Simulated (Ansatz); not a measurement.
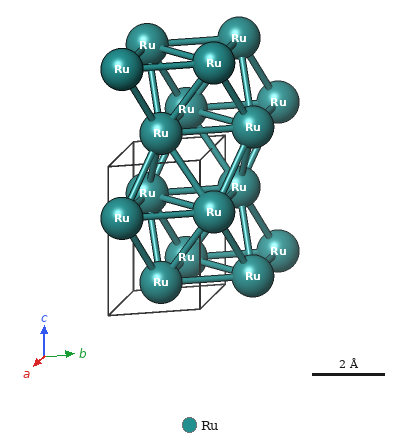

Figure 1. The starting structure (ball-and-stick view of the cell of the calculation, repeated 2 × 2 × 2, seen slightly off an axis). An atom can appear more than once, as a periodic image.

**Geometry relaxation, with input and output: Ru**

- system: Ru (P6₃/mmc, 2 atoms in the cell)
- method: DFT PBEsol, scalar-relativistic, plane waves, PAW, no spin polarisation (Ansatz 0.2.0)

The structure derives from a Materials Project entry. It belongs to a series of runs on one base structure; here: biaxial strain in the a-b plane, c and atoms relaxed: -2.0 %.

Input:
```yaml
crystal:
  lattice:
    - [2.6356915774, 0.0, 0.0]
    - [-1.3178457887, 2.2825758626, 0.0]
    - [0.0, 0.0, 4.3029663652]
  atoms:
    - { symbol: Ru, position: [0.3333333333, 0.6666666667, 0.25] }
    - { symbol: Ru, position: [0.6666666667, 0.3333333333, 0.75] }
basis:
  ecutwfc: 420
kpoints:
  mp_grid: { grid: [24, 24, 12] }
hamiltonian:
  xc: pbesol
scf:
  occupations: { method: gaussian, width: 0.1 }
output:
  forces: true
  stress: true
  eigenvalues: true
relax:
  adjacent_minimum: "off"
  f_tol: 0.008
  max_steps: 40
  cell: { stress_tol: 0.015, fix: [a, b, gamma] }
```

Run on 1 thread of Intel Xeon @ 2.50GHz (Skylake/Cascade Lake), 32 GiB of memory available, shared host.

Launch command:
```bash
ansatz run input.yaml --threads 1 --pin off --max-ram 2560MiB --backend cpu --events-out ev --progress --plain --runs-dir out
```

Log:
```
Engine: ansatz 0.2.0, x86_64-unknown-linux-gnu
Pseudopotentials: kind: paw
Pseudopotential: Ru, paw, valence charge 16, recommended cutoff 420 eV (normal), Ru.paw.azcp
Functional definition: PBEsol
  exchange = pbesol_x
  correlation = pbesol_c
Crystal: 2 atoms, lattice volume = 25.887 Å³
Basis set: ecut = 420 eV, 537 PW (Γ), exchange–correlation on 36×36×60 points (8 copies of the dense FFT grid, shifted against one another)
Bands: 20, of which v1, the nominal top of the filled ones, is band 16 counted from 1 (15 counted from 0)
Symmetry: 24 space group operations
Space group: P63/mmc (ITA 194), of the structure as read, at distance tolerance 3.0e-5 Å
k-points: 427 of 6912
Non-local potential: Ru, projectors of the file, l = 0: 3, l = 1: 2, l = 2: 2, l = 3: 1
PAW form: soft (Blöchl's): semilocal exchange-correlation on the pseudo side does not see the compensation charge
PAW frozen core: Ru, regenerated for the run's functional, and the local potential with it (the file was generated under x = pbe(κ = 0.804, μ = 0.2195149727645171), c = pbe(β = 0.06672455060314922))
PAW one-centre angular grid: Ru, 590 points (default); XC on 64 Gauss nodes
Initial density: superposition of atomic densities (neutral atoms: chi_scale 0, normalization atom), corrected by the library's trained network
Initial wavefunctions: pseudopotential atomic-orbital guess
Functional: x = pbesol(κ = 0.804, μ = 0.12345679012345678), c = pbesol(β = 0.046)
SCF iter   1: F=—  HF=-11632.959963 eV  |F-HF|=—  |Δ(HF+E_count)|=         —  Δρ=1.11e-2  dr2=1.90e-2  ethr=1.77e-3  ⟨swp⟩=5.0  Hψ=33161  notcnv=0
preconditioner: auto → none  [metal: Δε(μ)=0.001 eV  Ē_g=6.236 eV  σ=0.100 eV  W_gap=0.01  n_scr=8 (ndim 8)  ℏωp=29.2 eV  f_vac=0.000  D(μ)=1.62/eV (n_scr^D=22)  sad-step TF]
SCF iter   2: F=—  HF=-11632.956595 eV  |F-HF|=—  |Δ(HF+E_count)|=   3.37e-3  Δρ=5.71e-3  dr2=4.72e-3  ethr=5.94e-5  ⟨swp⟩=2.8  Hψ=15973  notcnv=0
SCF iter   3: F=—  HF=-11632.955705 eV  |F-HF|=—  |Δ(HF+E_count)|=   8.90e-4  Δρ=3.88e-4  dr2=1.11e-5  ethr=1.48e-5  ⟨swp⟩=2.1  Hψ=12102  notcnv=0
SCF iter   4: F=—  HF=-11632.955703 eV  |F-HF|=—  |Δ(HF+E_count)|=   1.80e-6  Δρ=8.42e-5  dr2=1.28e-6  ethr=3.47e-8  ⟨swp⟩=2.0  Hψ=15326  notcnv=0
iter 5 did not close the SCF: its close was put off for the readings that it lacked (scf_convergence_deferred on its scf_iter line)
SCF iter   5: F=-11632.955703 eV  HF=-11632.955703 eV  |F-HF|=8.68e-9  |Δ(HF+E_count)|=   3.72e-7  Δρ=1.42e-5  dr2=2.02e-8  ethr=3.99e-9  ⟨swp⟩=2.0  Hψ=13914  notcnv=0
SCF iter   6: F=-11632.955703 eV  HF=-11632.955703 eV  |F-HF|=1.36e-9  |Δ(HF+E_count)|=   2.95e-9  Δρ=3.95e-6  dr2=2.19e-9  ethr=6.32e-11  ⟨swp⟩=2.9  Hψ=29462  notcnv=0
SCF 1 converged in 6 iterations: F = -11632.955703 eV  dr2 = 2.19e-9
  greatest PAW one-centre occupation: 0.998 electrons in one spin orbital (limit 2), on the Ru atom at site 1 (counted from 0), in its partial waves of l = 0
relax step   1: F+E_penalty+E_count = -11632.95570289 eV  Δ(F+E_penalty+E_count) = +0.000e0 eV  max|allowed force component| = 3.469e-17 eV/Å  Δτ_max = 0.0000 Å  P = +10.625 GPa  Ω = 25.887 Å³  fix = [a, b, gamma]  reactions: a +16.468, b +16.468 GPa  (6 SCF iters, dr2 threshold 1.00e-7 eV, accepted)
Crystal: 2 atoms, lattice volume = 25.822 Å³
Initial density: handed on by an earlier stage of this run
Initial wavefunctions: those handed on with the density
iter 1 solved again at ethr=5.62e-8 eV; its pass at ethr=3.10e-3 eV (dr2=1.80e-5 eV) is discarded
SCF iter   1: F=—  HF=-11632.955814 eV  |F-HF|=—  |Δ(HF+E_count)|=         —  Δρ=2.68e-4  dr2=1.04e-5  ethr=5.62e-8  ⟨swp⟩=3.1  Hψ=46244  notcnv=0
preconditioner: auto → none  [metal: Δε(μ)=0.009 eV  Ē_g=6.237 eV  σ=0.100 eV  W_gap=0.05  n_scr=8 (ndim 8)  ℏωp=29.2 eV  f_vac=0.000  D(μ)=1.65/eV (n_scr^D=22)]
SCF iter   2: F=—  HF=-11632.955788 eV  |F-HF|=—  |Δ(HF+E_count)|=   2.55e-5  Δρ=1.19e-4  dr2=1.31e-6  ethr=3.25e-8  ⟨swp⟩=2.1  Hψ=11518  notcnv=0
iter 3 did not close the SCF: its close was put off for the readings that it lacked (scf_convergence_deferred on its scf_iter line)
SCF iter   3: F=-11632.955788 eV  HF=-11632.955788 eV  |F-HF|=1.29e-8  |Δ(HF+E_count)|=   8.74e-8  Δρ=2.46e-5  dr2=7.64e-8  ethr=4.09e-9  ⟨swp⟩=1.3  Hψ=10232  notcnv=0
iter 4 did not close the SCF: its close was put off for the readings that it lacked (scf_convergence_deferred on its scf_iter line)
SCF iter   4: F=-11632.955788 eV  HF=-11632.955788 eV  |F-HF|=2.29e-10  |Δ(HF+E_count)|=   6.92e-9  Δρ=3.73e-6  dr2=7.01e-10  ethr=2.39e-10  ⟨swp⟩=2.0  Hψ=12003  notcnv=0
iter 5 did not close the SCF: its close was put off for the readings that it lacked (scf_convergence_deferred on its scf_iter line)
SCF iter   5: F=-11632.955788 eV  HF=-11632.955788 eV  |F-HF|=1.82e-12  |Δ(HF+E_count)|=  2.66e-10  Δρ=2.75e-7  dr2=4.46e-12  ethr=2.19e-12  ⟨swp⟩=2.6  Hψ=14317  notcnv=0
SCF iter   6: F=-11632.955788 eV  HF=-11632.955788 eV  |F-HF|=5.46e-12  |Δ(HF+E_count)|=  1.82e-12  Δρ=7.58e-8  dr2=4.27e-13  ethr=1.00e-12  ⟨swp⟩=1.0  Hψ=18788  notcnv=0
SCF 2 converged in 6 iterations: F = -11632.955788 eV  dr2 = 4.27e-13
relax step   2: F+E_penalty+E_count = -11632.95578841 eV  Δ(F+E_penalty+E_count) = -8.552e-5 eV  max|allowed force component| = 3.701e-17 eV/Å  Δτ_max = 0.0000 Å  P = +11.599 GPa  Ω = 25.822 Å³  energy of the carried Pulay correction = +2.030e-5 eV  fix = [a, b, gamma]  reactions: a +17.026, b +17.026 GPa  (6 SCF iters, dr2 threshold 2.00e-7 eV, accepted)
Crystal: 2 atoms, lattice volume = 25.849 Å³
iter 1 solved again at ethr=8.90e-9 eV; its pass at ethr=3.10e-3 eV (dr2=2.85e-6 eV) is discarded
SCF iter   1: F=—  HF=-11632.955867 eV  |F-HF|=—  |Δ(HF+E_count)|=         —  Δρ=1.10e-4  dr2=1.75e-6  ethr=8.90e-9  ⟨swp⟩=3.1  Hψ=46038  notcnv=0
preconditioner: auto → none  [metal: Δε(μ)=0.005 eV  Ē_g=6.228 eV  σ=0.100 eV  W_gap=0.03  n_scr=8 (ndim 8)  ℏωp=29.2 eV  f_vac=0.000  D(μ)=1.65/eV (n_scr^D=22)]
SCF iter   2: F=—  HF=-11632.955842 eV  |F-HF|=—  |Δ(HF+E_count)|=   2.44e-5  Δρ=4.94e-5  dr2=2.25e-7  ethr=5.47e-9  ⟨swp⟩=2.1  Hψ=11698  notcnv=0
iter 3 did not close the SCF: its close was put off for the readings that it lacked (scf_convergence_deferred on its scf_iter line)
SCF iter   3: F=-11632.955842 eV  HF=-11632.955842 eV  |F-HF|=2.29e-9  |Δ(HF+E_count)|=   1.64e-8  Δρ=9.96e-6  dr2=1.27e-8  ethr=7.03e-10  ⟨swp⟩=1.3  Hψ=10102  notcnv=0
iter 4 did not close the SCF: its close was put off for the readings that it lacked (scf_convergence_deferred on its scf_iter line)
SCF iter   4: F=-11632.955842 eV  HF=-11632.955842 eV  |F-HF|=3.82e-11  |Δ(HF+E_count)|=   1.10e-9  Δρ=1.52e-6  dr2=1.17e-10  ethr=3.96e-11  ⟨swp⟩=2.0  Hψ=12079  notcnv=0
iter 5 did not close the SCF: its close was put off for the readings that it lacked (scf_convergence_deferred on its scf_iter line)
SCF iter   5: F=-11632.955842 eV  HF=-11632.955842 eV  |F-HF|=1.82e-12  |Δ(HF+E_count)|=  4.91e-11  Δρ=1.12e-7  dr2=8.29e-13  ethr=1.00e-12  ⟨swp⟩=2.0  Hψ=9757  notcnv=0
SCF iter   6: F=-11632.955842 eV  HF=-11632.955842 eV  |F-HF|=3.64e-12  |Δ(HF+E_count)|=  3.64e-12  Δρ=3.08e-8  dr2=5.66e-14  ethr=1.00e-12  ⟨swp⟩=1.0  Hψ=18788  notcnv=0
SCF 3 converged in 6 iterations: F = -11632.955842 eV  dr2 = 5.66e-14
relax step   3: F+E_penalty+E_count = -11632.95584218 eV  Δ(F+E_penalty+E_count) = -5.377e-5 eV  max|allowed force component| = 4.395e-17 eV/Å  Δτ_max = 0.0000 Å  P = +11.194 GPa  Ω = 25.849 Å³  energy of the carried Pulay correction = +1.191e-5 eV  fix = [a, b, gamma]  reactions: a +16.794, b +16.794 GPa  (6 SCF iters, dr2 threshold 2.00e-7 eV, accepted)
Initial wavefunctions: pseudopotential atomic-orbital guess (no wavefunctions were taken with the density)
iter 1 solved again at ethr=1.21e-8 eV; its pass at ethr=3.10e-3 eV (dr2=3.88e-6 eV) is discarded
SCF iter   1: F=—  HF=-11632.955855 eV  |F-HF|=—  |Δ(HF+E_count)|=         —  Δρ=3.91e-6  dr2=6.28e-10  ethr=1.21e-8  ⟨swp⟩=3.1  Hψ=60489  notcnv=0
SCF iter   2: F=—  HF=-11632.955831 eV  |F-HF|=—  |Δ(HF+E_count)|=   2.45e-5  Δρ=1.81e-6  dr2=1.18e-10  ethr=1.96e-12  ⟨swp⟩=3.0  Hψ=22189  notcnv=0
SCF iter   3: F=—  HF=-11632.955831 eV  |F-HF|=—  |Δ(HF+E_count)|=  4.55e-11  Δρ=3.47e-7  dr2=9.18e-12  ethr=1.00e-12  ⟨swp⟩=2.0  Hψ=15338  notcnv=0
iter 4 did not close the SCF: its close was put off for the readings that it lacked (scf_convergence_deferred on its scf_iter line)
SCF iter   4: F=-11632.955831 eV  HF=-11632.955831 eV  |F-HF|=3.64e-12  |Δ(HF+E_count)|=  5.46e-12  Δρ=8.25e-8  dr2=3.89e-13  ethr=1.00e-12  ⟨swp⟩=1.0  Hψ=8540  notcnv=0
iter 5 did not close the SCF: its close was put off for the readings that it lacked (scf_convergence_deferred on its scf_iter line)
SCF iter   5: F=-11632.955831 eV  HF=-11632.955831 eV  |F-HF|=0.00e0  |Δ(HF+E_count)|=  3.64e-12  Δρ=2.53e-8  dr2=4.05e-14  ethr=1.00e-12  ⟨swp⟩=1.0  Hψ=8540  notcnv=0
iter 6 did not close the SCF: its close was put off for the readings that it lacked (scf_convergence_deferred on its scf_iter line)
SCF iter   6: F=-11632.955831 eV  HF=-11632.955831 eV  |F-HF|=1.82e-12  |Δ(HF+E_count)|=  1.82e-12  Δρ=3.21e-9  dr2=2.08e-15  ethr=1.00e-12  ⟨swp⟩=1.0  Hψ=8540  notcnv=0
iter 7 did not close the SCF: its close was put off for the readings that it lacked (scf_convergence_deferred on its scf_iter line)
SCF iter   7: F=-11632.955831 eV  HF=-11632.955831 eV  |F-HF|=5.46e-12  |Δ(HF+E_count)|=  3.64e-12  Δρ=7.46e-10  dr2=1.11e-16  ethr=1.00e-12  ⟨swp⟩=1.0  Hψ=8540  notcnv=0
SCF iter   8: F=-11632.955831 eV  HF=-11632.955831 eV  |F-HF|=0.00e0  |Δ(HF+E_count)|=  1.82e-12  Δρ=3.07e-10  dr2=1.15e-17  ethr=1.00e-12  ⟨swp⟩=2.0  Hψ=21123  notcnv=0
SCF 4 converged in 8 iterations: F = -11632.955831 eV  dr2 = 1.15e-17
relax step   4: F+E_penalty+E_count = -11632.95583072 eV  Δ(F+E_penalty+E_count) = +1.145e-5 eV  max|allowed force component| = 3.932e-17 eV/Å  Δτ_max = 0.0000 Å  P = +11.195 GPa  Ω = 25.849 Å³  fix = [a, b, gamma]  reactions: a +16.794, b +16.794 GPa  stress off target by 3.30e-3 GPa on what of the cell is left free  SCF on the basis re-selected at this cell (its energy is not comparable with the rows above)  (8 SCF iters)
```

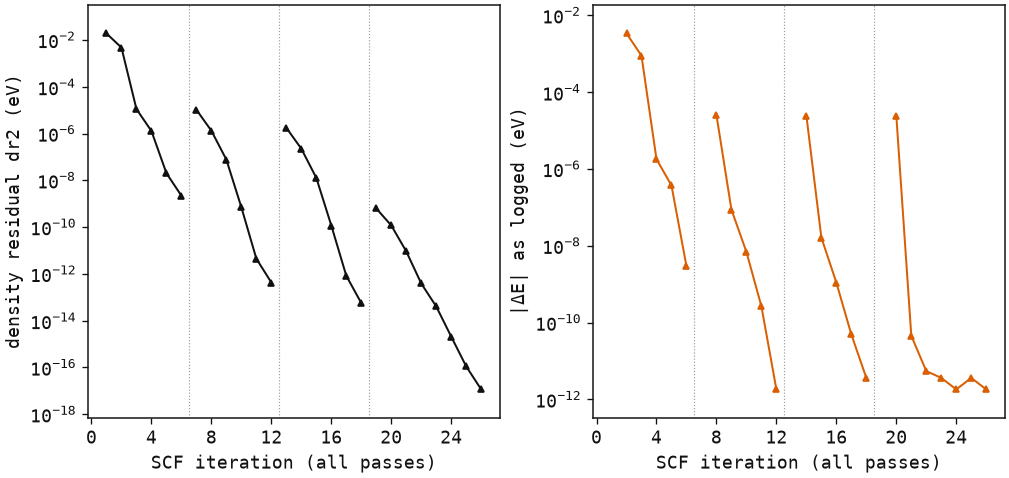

Figure 2. Convergence of the self-consistent field: density residual dr2 and size of the energy change against the SCF iteration. The dotted lines part the SCF passes of the relaxation: geometry steps, rejected trials and re-solves on a re-selected basis. The passes take 6, 6, 6 and 8 iterations.

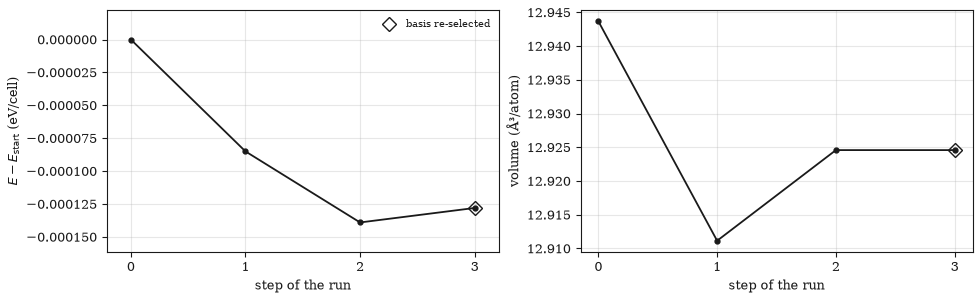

Figure 3. Progress of the relaxation, step by step (the first geometry is step 0 here and step 1 in the log). No atom moves by more than 0.005 Å relative to the cell. The volume changes by −0.1 %, with a = b stay at 2.636 Å, c 4.303 → 4.297 Å (−0.1 %). The space group stays P6_3/mmc (No. 194). After 2 geometry steps the energy has fallen by 0.1 meV per cell of the calculation. All forces vanish by symmetry, so only the cell relaxes. The pressure goes from 10.62 to 11.20 GPa. A last SCF at the same geometry on a re-selected plane-wave basis shifts the energy by +0.0 meV per cell of the calculation. (Atoms are counted from 1 in the order of the input.)

```
basis re-selected at this cell: Δ(F+E_penalty+E_count) = +1.145e-5 eV, ΔP = +0.001 GPa vs the last step (what re-selecting the basis moved, of the pressure what is left beyond the Pulay correction that the steps carried, after the strain that the cell walked since its last selection, with what the two solves' SCF thresholds leave and, on support functions, any second-order correction that the steps lacked; it is no measure of the basis error at this ecutwfc). This SCF's stress stands 3.30e-3 GPa from its target on what of the cell is left free (relax.cell.stress_tol is 1.50e-2 GPa) and its largest allowed force component is 3.93e-17 eV/Å (relax.f_tol is 8.00e-3 eV/Å): within both
SCF converged after 8 iterations
Free energy (F): -11632.955831 eV
Harris-Foulkes:  -11632.955831 eV  (|F-HF|=0.00e0)
Internal energy: -11632.947584 eV  (E = F + TS)
E sigma→0 (E₀):  -11632.951707 eV
Entropy (-TS):   -0.008247 eV (-4.124 meV/atom)
Fermi energy:    24.848936 eV
--- Per-component energies (eV) ---
  E_band       = -68.298084
  E_kinetic    = 1032.336067
  E_local      = -2412.427708  (includes V_loc(G=0)·N_el)
  E_nonlocal   = 689.670305
  E_hartree    = 773.388299
  E_xc         = -380.697607
  E_vxc        = -479.692972  (∫ρ·V_xc dr)
  E_paw        = -6799.008096  (= ΣΔE_a)
  E_vpaw       = -444.959941  (= ΣTr[D̂ρ^β])
  E_aug_tail   = -0.000433  (compensation charges beyond the density's cutoff)
  E_ewald      = -4536.715002
  E_core_change = 0.506592  (= ΣΔE_core)
  E_smearing   = -0.008247  (= −TS)
  E_closure    = 0.000000  (closes the sum)
  Σ components = -11632.955831   (vs F -11632.955831, Δ=0.00e0)
--- Forces (eV/Å), atoms counted from 1 ---
  atom   1  Ru     0.00000000     0.00000000     0.00000000
  atom   2  Ru     0.00000000    -0.00000000     0.00000000
  max |Σ_I F_I| component: 3.24e-17 eV/Å
--- Stress (GPa, compression-positive) ---
       16.794201      -0.000000       0.000000
       -0.000000      16.794201       0.000000
        0.000000       0.000000      -0.003297
  P = ⅓ Tr σ = 11.1950 GPa (111.950 kbar)
--- Band table (eV; the first three rows and the last of 427) ---
  k-point 0: bands = ["-48.3384", "-48.1125", "-18.8987", "-17.7974", "-17.7974", "-17.6276", "-17.6274", "-17.6274", "16.4790", "18.2185", "21.9146", "22.0474", "22.0474", "22.7173", "22.7173", "23.5796", "23.5796", "25.7780", "26.1272", "26.1272"]
  k-point 1: bands = ["-48.3346", "-48.1164", "-18.8781", "-17.7946", "-17.7946", "-17.6505", "-17.6303", "-17.6303", "16.5579", "18.2434", "21.8783", "22.0118", "22.0118", "22.6758", "22.6758", "23.6757", "23.6757", "25.5200", "26.1270", "26.1270"]
  k-point 2: bands = ["-48.3235", "-48.1279", "-18.8175", "-17.7861", "-17.7861", "-17.7171", "-17.6389", "-17.6389", "16.7880", "18.3128", "21.7786", "21.9352", "21.9352", "22.5625", "22.5625", "23.9296", "23.9296", "24.8502", "26.1140", "26.1140"]
  k-point 426: bands = ["-48.0590", "-48.0590", "-18.6381", "-18.6381", "-18.3847", "-18.3847", "-17.8564", "-17.8564", "19.7932", "19.7932", "20.4179", "20.4179", "21.9206", "21.9206", "23.4867", "23.4867", "26.2246", "26.2246", "33.8283", "33.8283"]
--- Relaxed structure (3 steps of the walk, 3 accepted, 1 SCFs on fresh bases) ---
  F+E_penalty+E_count = -11632.95583072 eV   max|allowed force component| = 3.932e-17 eV/Å   (the final SCF, on the basis selected at the relaxed cell)
  cell:  # Å, volume = 25.8492 Å³
    - [2.635691577417852, -4.913943753598427e-100, 0.0]
    - [-1.317845788708926, 2.2825758625845394, 0.0]
    - [0.0, 0.0, 4.296616843139981]
  atoms:
    - { symbol: Ru, position: [0.3333333333333333, 0.6666666666666666, 0.25] }
    - { symbol: Ru, position: [0.6666666666666666, 0.3333333333333333, 0.75] }
```

Trajectory as extended XYZ (Å, eV, eV/Å), 4 frames, from step=1 to step=4:
```
2
Lattice="2.6357 0.0000 0.0000 -1.3178 2.2826 0.0000 0.0000 0.0000 4.3030" Properties=species:S:1:pos:R:3:forces:R:3 step=1 energy=-11632.95570 pressure_GPa=10.62
Ru    0.0000    1.5217    1.0757    0.0000   0.0000   0.0000
Ru    1.3178    0.7609    3.2272    0.0000   0.0000   0.0000
2
Lattice="2.6357 0.0000 0.0000 -1.3178 2.2826 0.0000 0.0000 0.0000 4.2922" Properties=species:S:1:pos:R:3:forces:R:3 step=2 energy=-11632.95579 pressure_GPa=11.60
Ru    0.0000    1.5217    1.0730    0.0000   0.0000   0.0000
Ru    1.3178    0.7609    3.2191    0.0000   0.0000   0.0000
2
Lattice="2.6357 0.0000 0.0000 -1.3178 2.2826 0.0000 0.0000 0.0000 4.2966" Properties=species:S:1:pos:R:3:forces:R:3 step=3 energy=-11632.95584 pressure_GPa=11.19
Ru    0.0000    1.5217    1.0742    0.0000   0.0000   0.0000
Ru    1.3178    0.7609    3.2225    0.0000   0.0000   0.0000
2
Lattice="2.6357 0.0000 0.0000 -1.3178 2.2826 0.0000 0.0000 0.0000 4.2966" Properties=species:S:1:pos:R:3:forces:R:3 step=4 energy=-11632.95583 pressure_GPa=11.20
Ru    0.0000    1.5217    1.0742    0.0000   0.0000   0.0000
Ru    1.3178    0.7609    3.2225    0.0000   0.0000   0.0000
```

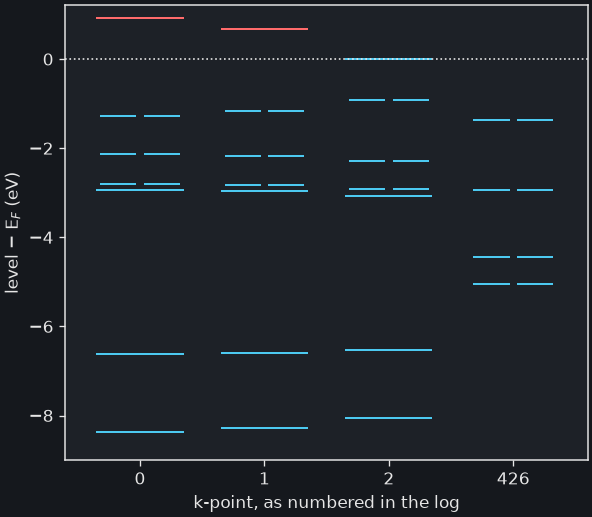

Figure 4. Kohn–Sham levels near the Fermi level (dotted) at the few k-points that the log prints; levels within 0.02 eV of each other stand side by side. The system is metallic on the full mesh.

Results in brief:

| quantity | value |
| --- | --- |
| outcome | converged |
| space group (tolerance 0.01 Å) | P6₃/mmc (194) |
| electrons treated | 32 |
| free energy | −11632.9558 eV |
| Fermi energy | 24.849 eV |
| gap on the k-point mesh | none (metallic) |
| pressure | 11.20 GPa |
| final volume | 25.85 Å³ |
| largest force (length of the vector) at the end | under 0.001 eV/Å |
| final cell | a = 2.636 Å, b = 2.636 Å, c = 4.297 Å, α = 90.00°, β = 90.00°, γ = 120.00° |
| wall time | 43 s |
| peak memory | 0.54 GiB |
